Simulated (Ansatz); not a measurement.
## Geometry relaxation, with input and output: Ti3O4 (part 2 of 2)

Continued. System: Ti3O4 (7 atoms in the cell). Method: DFT PBEsol, scalar-relativistic, plane waves, PAW, no spin polarisation (Ansatz 0.2.0); cutoff 420 eV, 12×12×12 k-mesh, Gaussian smearing of 0.1 eV. The structure derives from a Materials Project entry.

Geometry of the input (Å; fractional positions):
```
-2.0659  2.0659  4.0891
2.0659  -2.0659  4.0891
2.0659  2.0659  -4.0891
Ti 0.2500  0.7500  0.5000
Ti 0.5000  0.5000  0.0000
Ti 0.7500  0.2500  0.5000
O  -0.0000  0.5000  0.5000
O  0.2441  0.2441  0.0000
O  0.5000  0.0000  0.5000
O  0.7559  0.7559  -0.0000
```

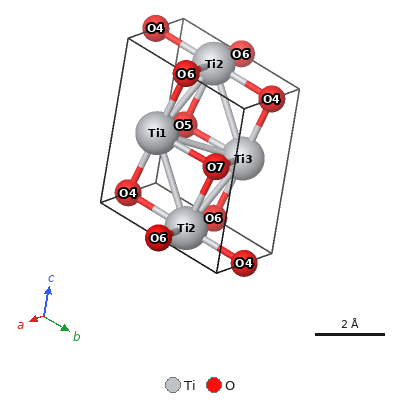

Fig. 1: The geometry at step 3 of the log (ball-and-stick view of the reduced cell, seen slightly off an axis; atoms are numbered from 1 in the order of the input).

### Log, continued
```
SCF iter   1: F=—  HF=-9675.243236 eV  |F-HF|=—  |Δ(HF+E_count)|=         —  Δρ=2.13e-4  dr2=4.62e-6  ethr=2.51e-8  ⟨swp⟩=4.3  Hψ=41210  notcnv=0
SCF iter   2: F=—  HF=-9675.243244 eV  |F-HF|=—  |Δ(HF+E_count)|=   7.21e-6  Δρ=1.06e-4  dr2=5.26e-6  ethr=7.69e-9  ⟨swp⟩=2.0  Hψ=9000  notcnv=0
SCF iter   3: F=—  HF=-9675.243242 eV  |F-HF|=—  |Δ(HF+E_count)|=   1.19e-6  Δρ=2.92e-5  dr2=3.94e-7  ethr=7.69e-9  ⟨swp⟩=2.0  Hψ=8811  notcnv=0
SCF iter   4: F=—  HF=-9675.243242 eV  |F-HF|=—  |Δ(HF+E_count)|=   7.25e-8  Δρ=5.93e-6  dr2=1.30e-8  ethr=6.57e-10  ⟨swp⟩=2.0  Hψ=8446  notcnv=0
SCF iter   5: F=—  HF=-9675.243242 eV  |F-HF|=—  |Δ(HF+E_count)|=   2.44e-9  Δρ=8.95e-7  dr2=2.19e-10  ethr=2.17e-11  ⟨swp⟩=2.0  Hψ=8905  notcnv=0
SCF iter   6: F=-9675.243242 eV  HF=-9675.243242 eV  |F-HF|=5.46e-12  |Δ(HF+E_count)|=  4.00e-11  Δρ=1.46e-7  dr2=7.70e-12  ethr=1.00e-12  ⟨swp⟩=7.5  Hψ=29684  notcnv=0
SCF 5 converged in 6 iterations: F = -9675.243242 eV  dr2 = 7.70e-12
relax step   5: F+E_penalty+E_count = -9675.24324228 eV  Δ(F+E_penalty+E_count) = +6.658e-3 eV  max|allowed force component| = 4.553e-5 eV/Å  Δτ_max = 0.0000 Å  P = -0.179 GPa  Ω = 68.113 Å³  stress off target by 1.84e-1 GPa  SCF on the basis re-selected at this cell (its energy is not comparable with the rows above)  (6 SCF iters)
basis re-selected at this cell: Δ(F+E_penalty+E_count) = +6.658e-3 eV, ΔP = -0.179 GPa vs the last step (what re-selecting the basis moved, of the pressure what is left beyond the Pulay correction that the steps carried, after the strain that the cell walked since its last selection, with what the two solves' SCF thresholds leave and, on support functions, any second-order correction that the steps lacked; it is no measure of the basis error at this ecutwfc). This SCF's stress stands 1.84e-1 GPa from its target on what of the cell is left free (relax.cell.stress_tol is 5.00e-2 GPa) and its largest allowed force component is 4.55e-5 eV/Å (relax.f_tol is 5.00e-3 eV/Å): not within both, so this SCF does not close the relaxation
Crystal: 7 atoms, lattice volume = 68.064 Å³
iter 1 solved again at ethr=1.04e-8 eV; its pass at ethr=3.10e-3 eV (dr2=6.22e-6 eV) is discarded
SCF iter   1: F=—  HF=-9675.243490 eV  |F-HF|=—  |Δ(HF+E_count)|=         —  Δρ=7.83e-5  dr2=4.86e-6  ethr=1.04e-8  ⟨swp⟩=2.0  Hψ=30824  notcnv=0
preconditioner: auto → LDOS  [metal: Δε(μ)=0.008 eV  Ē_g=10.207 eV  σ=0.100 eV  W_gap=0.04  n_scr=22 (ndim 8)  ℏωp=27.0 eV  f_vac=0.020  D(μ)=2.57/eV (n_scr^D=14)  β→1.0]
SCF iter   2: F=—  HF=-9675.243493 eV  |F-HF|=—  |Δ(HF+E_count)|=   2.40e-6  Δρ=5.87e-5  dr2=1.48e-6  ethr=8.11e-9  ⟨swp⟩=2.0  Hψ=8995  notcnv=0
SCF iter   3: F=—  HF=-9675.243492 eV  |F-HF|=—  |Δ(HF+E_count)|=   4.08e-7  Δρ=1.68e-5  dr2=1.51e-7  ethr=2.47e-9  ⟨swp⟩=2.0  Hψ=8964  notcnv=0
SCF iter   4: F=-9675.243492 eV  HF=-9675.243492 eV  |F-HF|=4.89e-9  |Δ(HF+E_count)|=   3.08e-8  Δρ=3.31e-6  dr2=6.71e-9  ethr=1.42e-10  ⟨swp⟩=8.9  Hψ=35210  notcnv=0
SCF 6 converged in 4 iterations: F = -9675.243492 eV  dr2 = 6.71e-9
relax step   6: F+E_penalty+E_count = -9675.24349232 eV  Δ(F+E_penalty+E_count) = -2.500e-4 eV  max|allowed force component| = 1.305e-3 eV/Å  Δτ_max = 0.0003 Å  P = -0.003 GPa  Ω = 68.064 Å³  energy of the carried Pulay correction = +2.216e-4 eV  (4 SCF iters, dr2 threshold 8.50e-8 eV, accepted)
iter 1 solved again at ethr=1.86e-8 eV; its pass at ethr=3.10e-3 eV (dr2=1.12e-5 eV) is discarded
SCF iter   1: F=—  HF=-9675.243253 eV  |F-HF|=—  |Δ(HF+E_count)|=         —  Δρ=8.20e-6  dr2=1.34e-8  ethr=1.86e-8  ⟨swp⟩=4.5  Hψ=41879  notcnv=0
SCF iter   2: F=—  HF=-9675.243257 eV  |F-HF|=—  |Δ(HF+E_count)|=   4.54e-6  Δρ=5.70e-6  dr2=1.75e-8  ethr=2.24e-11  ⟨swp⟩=3.1  Hψ=12972  notcnv=0
SCF iter   3: F=—  HF=-9675.243257 eV  |F-HF|=—  |Δ(HF+E_count)|=   3.31e-9  Δρ=1.66e-6  dr2=1.20e-9  ethr=2.24e-11  ⟨swp⟩=2.0  Hψ=8577  notcnv=0
SCF iter   4: F=-9675.243257 eV  HF=-9675.243257 eV  |F-HF|=3.64e-12  |Δ(HF+E_count)|=  1.98e-10  Δρ=1.78e-7  dr2=9.55e-12  ethr=1.00e-12  ⟨swp⟩=6.7  Hψ=33479  notcnv=0
SCF 7 converged in 4 iterations: F = -9675.243257 eV  dr2 = 9.55e-12
relax step   7: F+E_penalty+E_count = -9675.24325744 eV  Δ(F+E_penalty+E_count) = +2.349e-4 eV  max|allowed force component| = 1.283e-3 eV/Å  Δτ_max = 0.0000 Å  P = -0.006 GPa  Ω = 68.064 Å³  stress off target by 1.24e-2 GPa  SCF on the basis re-selected at this cell (its energy is not comparable with the rows above)  (4 SCF iters)
basis re-selected at this cell: Δ(F+E_penalty+E_count) = +2.349e-4 eV, ΔP = -0.003 GPa vs the last step (what re-selecting the basis moved, of the pressure what is left beyond the Pulay correction that the steps carried, after the strain that the cell walked since its last selection, with what the two solves' SCF thresholds leave and, on support functions, any second-order correction that the steps lacked; it is no measure of the basis error at this ecutwfc). This SCF's stress stands 1.24e-2 GPa from its target on what of the cell is left free (relax.cell.stress_tol is 5.00e-2 GPa) and its largest allowed force component is 1.28e-3 eV/Å (relax.f_tol is 5.00e-3 eV/Å): within both
SCF converged after 4 iterations
Free energy (F): -9675.243257 eV
Harris-Foulkes:  -9675.243257 eV  (|F-HF|=3.64e-12)
Internal energy: -9675.230422 eV  (E = F + TS)
E sigma→0 (E₀):  -9675.236840 eV
Entropy (-TS):   -0.012835 eV (-1.834 meV/atom)
Fermi energy:    15.094784 eV
--- Per-component energies (eV) ---
  E_band       = -382.008196
  E_kinetic    = 1528.785688
  E_local      = -3451.900335  (includes V_loc(G=0)·N_el)
  E_nonlocal   = 217.922235
  E_hartree    = 1361.225578
  E_xc         = -587.075981
  E_vxc        = -746.210216  (∫ρ·V_xc dr)
  E_paw        = -3676.516930  (= ΣΔE_a)
  E_vpaw       = -653.066816  (= ΣTr[D̂ρ^β])
  E_aug_tail   = 0.010117  (compensation charges beyond the density's cutoff)
  E_ewald      = -5068.240099
  E_core_change = 0.559305  (= ΣΔE_core)
  E_smearing   = -0.012835  (= −TS)
  E_closure    = -0.000000  (closes the sum)
  Σ components = -9675.243257   (vs F -9675.243257, Δ=0.00e0)
--- Forces (eV/Å), atoms counted from 1 ---
  atom   1  Ti    -0.00000000     0.00000000     0.00000000
  atom   2  Ti     0.00000000     0.00000000    -0.00000000
  atom   3  Ti     0.00000000    -0.00000000     0.00000000
  atom   4  O      0.00000000     0.00000000     0.00000000
  atom   5  O     -0.00000000     0.00000000    -0.00128324
  atom   6  O      0.00000000     0.00000000     0.00000000
  atom   7  O     -0.00000000     0.00000000     0.00128324
  max |Σ_I F_I| component: 2.17e-18 eV/Å
--- Stress (GPa, compression-positive) ---
       -0.012416       0.000000       0.000000
        0.000000      -0.012416       0.000000
        0.000000       0.000000       0.006436
  P = ⅓ Tr σ = -0.0061 GPa (-0.061 kbar)
--- Band table (eV; the first three rows and the last of 163) ---
  k-point 0: bands = ["-42.8668", "-42.7373", "-42.6234", "-19.4683", "-19.4387", "-19.4387", "-19.2730", "-19.2364", "-19.2364", "-18.9932", "-18.9932", "-18.8521", "-6.5351", "-5.7469", "-5.2417", "-4.4073", "8.0137", "8.1222", "8.1222", "8.1304", "8.5980", "8.5980", "8.7220", "9.6103", "9.6103", "10.8765", "11.1495", "11.1495", "12.1840", "14.4254", "14.4254", "15.4957", "15.6040", "15.6040", "15.8179", "16.2499", "16.8497"]
  k-point 1: bands = ["-42.8621", "-42.7406", "-42.6246", "-19.5012", "-19.4163", "-19.4093", "-19.3324", "-19.2469", "-19.1839", "-19.0259", "-18.9870", "-18.8501", "-6.4589", "-5.6997", "-5.2033", "-4.3935", "7.8209", "7.9915", "8.1200", "8.1406", "8.2409", "8.6105", "9.0310", "9.2519", "9.4390", "10.7878", "10.8880", "11.0469", "12.5315", "14.4774", "14.4950", "15.5819", "15.6183", "15.7152", "16.1566", "16.3866", "16.8247"]
  k-point 2: bands = ["-42.8489", "-42.7497", "-42.6280", "-19.5611", "-19.4080", "-19.3823", "-19.3283", "-19.2871", "-19.1257", "-19.1021", "-18.9716", "-18.8470", "-6.2468", "-5.5697", "-5.0985", "-4.3553", "7.3493", "7.5797", "7.9113", "8.1388", "8.2068", "8.4866", "8.6003", "9.0112", "9.1346", "10.3389", "10.5424", "10.8929", "13.3028", "14.6356", "14.6933", "15.7533", "15.8001", "16.0111", "16.6862", "16.7811", "16.8198"]
  k-point 162: bands = ["-42.8394", "-42.7382", "-42.6508", "-19.5244", "-19.5244", "-19.3706", "-19.2133", "-19.0827", "-19.0827", "-19.0592", "-19.0592", "-19.0246", "-6.1174", "-5.9883", "-4.9156", "-4.9120", "7.5010", "7.8253", "7.8253", "8.0954", "9.5711", "9.5711", "9.7820", "9.8874", "9.8874", "10.1831", "10.6678", "10.6678", "12.5056", "12.5056", "12.5439", "14.9245", "16.0118", "16.5049", "16.6415", "16.6415", "17.1752"]
--- Relaxed structure (5 steps of the walk, 5 accepted, 2 SCFs on fresh bases) ---
  F+E_penalty+E_count = -9675.24325744 eV   max|allowed force component| = 1.283e-3 eV/Å   (the final SCF, on the basis selected at the relaxed cell)
  cell:  # Å, volume = 68.0640 Å³
    - [-2.0500366688645504, 2.0500366688645504, 4.048871306058215]
    - [2.0500366688645504, -2.0500366688645504, 4.048871306058215]
    - [2.0500366688645504, 2.0500366688645504, -4.048871306058215]
  atoms:
    - { symbol: Ti, position: [0.25, 0.75, 0.5] }
    - { symbol: Ti, position: [0.5, 0.5, 2.7437443658737842e-34] }
    - { symbol: Ti, position: [0.75, 0.25, 0.5] }
    - { symbol: O, position: [-2.272647832988622e-20, 0.5, 0.5] }
    - { symbol: O, position: [0.24269476458296185, 0.24269476458296185, 3.338584059166617e-34] }
    - { symbol: O, position: [0.5, -2.2726478329886002e-20, 0.5] }
    - { symbol: O, position: [0.7573052354170382, 0.7573052354170382, 4.22767546546628e-34] }
```

### Trajectory as extended XYZ (Å, eV, eV/Å), 7 frames, from step=1 to step=7
```
7
Lattice="-2.0659 2.0659 4.0891 2.0659 -2.0659 4.0891 2.0659 2.0659 -4.0891" Properties=species:S:1:pos:R:3:forces:R:3 step=1 energy=-9675.21162 pressure_GPa=-5.73
Ti    2.0659    0.0000    2.0446    0.0000   0.0000   0.0000
Ti    0.0000    0.0000    4.0891    0.0000   0.0000   0.0000
Ti    0.0000    2.0659    2.0446    0.0000   0.0000   0.0000
O     2.0659    0.0000    0.0000    0.0000   0.0000   0.0000
O     0.0000    0.0000    1.9964    0.0000   0.0000   0.0443
O     0.0000    2.0659    0.0000    0.0000   0.0000   0.0000
O     0.0000    0.0000    6.1818    0.0000   0.0000  -0.0443
7
Lattice="-2.0547 2.0547 4.0604 2.0547 -2.0547 4.0604 2.0547 2.0547 -4.0604" Properties=species:S:1:pos:R:3:forces:R:3 step=2 energy=-9675.24560 pressure_GPa=-1.60
Ti    2.0547    0.0000    2.0302    0.0000   0.0000   0.0000
Ti    0.0000    0.0000    4.0604    0.0000   0.0000   0.0000
Ti    0.0000    2.0547    2.0302    0.0000   0.0000   0.0000
O     2.0547    0.0000    0.0000    0.0000   0.0000   0.0000
O     0.0000    0.0000    1.9745    0.0000   0.0000   0.0082
O     0.0000    2.0547    0.0000    0.0000   0.0000   0.0000
O     0.0000    0.0000    6.1464    0.0000   0.0000  -0.0082
7
Lattice="-2.0503 2.0503 4.0495 2.0503 -2.0503 4.0495 2.0503 2.0503 -4.0495" Properties=species:S:1:pos:R:3:forces:R:3 step=3 energy=-9675.24998 pressure_GPa=0.06
Ti    2.0503    0.0000    2.0248    0.0000   0.0000   0.0000
Ti    0.0000    0.0000    4.0495    0.0000   0.0000   0.0000
Ti    0.0000    2.0503    2.0248    0.0000   0.0000   0.0000
O     2.0503    0.0000    0.0000    0.0000   0.0000   0.0000
O     0.0000    0.0000    1.9659    0.0000   0.0000  -0.0019
O     0.0000    2.0503    0.0000    0.0000   0.0000   0.0000
O     0.0000    0.0000    6.1332    0.0000   0.0000   0.0019
7
Lattice="-2.0505 2.0505 4.0500 2.0505 -2.0505 4.0500 2.0505 2.0505 -4.0500" Properties=species:S:1:pos:R:3:forces:R:3 step=4 energy=-9675.24990 pressure_GPa=-0.00
Ti    2.0505    0.0000    2.0250    0.0000   0.0000   0.0000
Ti    0.0000    0.0000    4.0500    0.0000   0.0000   0.0000
Ti    0.0000    2.0505    2.0250    0.0000   0.0000   0.0000
O     2.0505    0.0000    0.0000    0.0000   0.0000   0.0000
O     0.0000    0.0000    1.9662    0.0000   0.0000  -0.0005
O     0.0000    2.0505    0.0000    0.0000   0.0000   0.0000
O     0.0000    0.0000    6.1339    0.0000   0.0000   0.0005
7
Lattice="-2.0505 2.0505 4.0500 2.0505 -2.0505 4.0500 2.0505 2.0505 -4.0500" Properties=species:S:1:pos:R:3:forces:R:3 step=5 energy=-9675.24324 pressure_GPa=-0.18
Ti    2.0505    0.0000    2.0250    0.0000   0.0000   0.0000
Ti    0.0000    0.0000    4.0500    0.0000   0.0000   0.0000
Ti    0.0000    2.0505    2.0250    0.0000   0.0000   0.0000
O     2.0505    0.0000    0.0000    0.0000   0.0000   0.0000
O     0.0000    0.0000    1.9662    0.0000   0.0000   0.0000
O     0.0000    2.0505    0.0000    0.0000   0.0000   0.0000
O     0.0000    0.0000    6.1339    0.0000   0.0000   0.0000
7
Lattice="-2.0500 2.0500 4.0489 2.0500 -2.0500 4.0489 2.0500 2.0500 -4.0489" Properties=species:S:1:pos:R:3:forces:R:3 step=6 energy=-9675.24349 pressure_GPa=-0.00
Ti    2.0500    0.0000    2.0244    0.0000   0.0000   0.0000
Ti    0.0000    0.0000    4.0489    0.0000   0.0000   0.0000
Ti    0.0000    2.0500    2.0244    0.0000   0.0000   0.0000
O     2.0500    0.0000    0.0000    0.0000   0.0000   0.0000
O     0.0000    0.0000    1.9653    0.0000   0.0000  -0.0013
O     0.0000    2.0500    0.0000    0.0000   0.0000   0.0000
O     0.0000    0.0000    6.1325    0.0000   0.0000   0.0013
7
Lattice="-2.0500 2.0500 4.0489 2.0500 -2.0500 4.0489 2.0500 2.0500 -4.0489" Properties=species:S:1:pos:R:3:forces:R:3 step=7 energy=-9675.24326 pressure_GPa=-0.01
Ti    2.0500    0.0000    2.0244    0.0000   0.0000   0.0000
Ti    0.0000    0.0000    4.0489    0.0000   0.0000   0.0000
Ti    0.0000    2.0500    2.0244    0.0000   0.0000   0.0000
O     2.0500    0.0000    0.0000    0.0000   0.0000   0.0000
O     0.0000    0.0000    1.9653    0.0000   0.0000  -0.0013
O     0.0000    2.0500    0.0000    0.0000   0.0000   0.0000
O     0.0000    0.0000    6.1325    0.0000   0.0000   0.0013
```

### Key numbers

```json
{"quantity": "outcome", "value": "converged"}
{"quantity": "space group (tolerance 0.01 Å)", "value": "I4/mmm (139)"}
{"quantity": "electrons treated", "value": "60"}
{"quantity": "free energy", "value": "−9675.2433 eV"}
{"quantity": "Fermi energy", "value": "15.095 eV"}
{"quantity": "gap on the k-point mesh", "value": "none (metallic)"}
{"quantity": "pressure", "value": "−0.01 GPa"}
{"quantity": "final volume", "value": "68.06 Å³"}
{"quantity": "largest force (length of the vector) at the end", "value": "0.001 eV/Å"}
{"quantity": "final cell", "value": "a = 4.980 Å, b = 4.980 Å, c = 4.980 Å, α = 131.38°, β = 131.38°, γ = 71.21°"}
{"quantity": "hardware", "value": "2 threads of AMD EPYC (Zen 3), 189 GiB of memory available, shared host"}
{"quantity": "wall time", "value": "3.3 min (CPU time 6.4 min)"}
{"quantity": "peak memory", "value": "0.65 GiB"}
```
